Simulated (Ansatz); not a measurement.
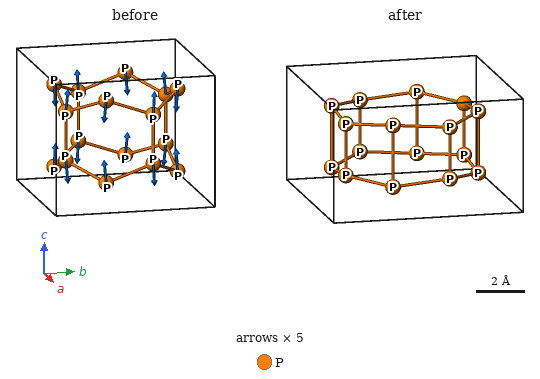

The structure of solid P (a generated structure, set up in I4/mcm) (coarse preliminary run) before (left) and after (right) a relaxation, at one scale. The blue arrows give the displacements (the part carried along by the change of the cell is left out), 5 times their true length.

Style: ball-and-stick. Shown: the conventional cell (2 times the calculation's cell), slightly off an axis. Lengths and directions refer to the drawn axes.

Computed with DFT PBE, scalar-relativistic, plane waves, PAW (Ansatz). Set-up: plane-wave cutoff 420 eV; k-point mesh 4 × 4 × 4; occupations gaussian; smearing width 0.1 eV; no spin polarisation; cell and atoms relaxed; force threshold 0.04 eV/Å; at most 70 steps.

**Describe what moved and what it gained.**

The largest moves relative to the cell, 0.20 Å, are those of P atoms. The drawn cell changes as follows: a = b 6.887 → 8.219 Å (+19.3 %), c 5.682 → 4.895 Å (−13.9 %); the volume changes by +22.7 %. Near-neighbour distances that change, for instance: P–P 3.559 → 2.664 Å, P–P 2.887 → 3.491 Å, P–P 2.164 → 2.478 Å, P–P 2.109 → 2.331 Å. Among the angles between lasting bonds that change: P–P–P 109.9° → 95.3°, P–P–P 109.4° → 95.0°, P–P–P 120.9° → 133.9°. The space group stays I4/mcm (No. 140). After 13 accepted moves (16 points after the start) the energy has fallen by 687 meV per atom. The largest force component goes from 0.73 to 0.0077 eV/Å. The pressure goes from 22.78 to 0.01 GPa. The line search rejected the trial step at point 7 of the run. The SCF was repeated twice at an unchanged geometry on a basis and grid sized afresh for the cell, which shifted the energy by 12.8 meV per atom at most.
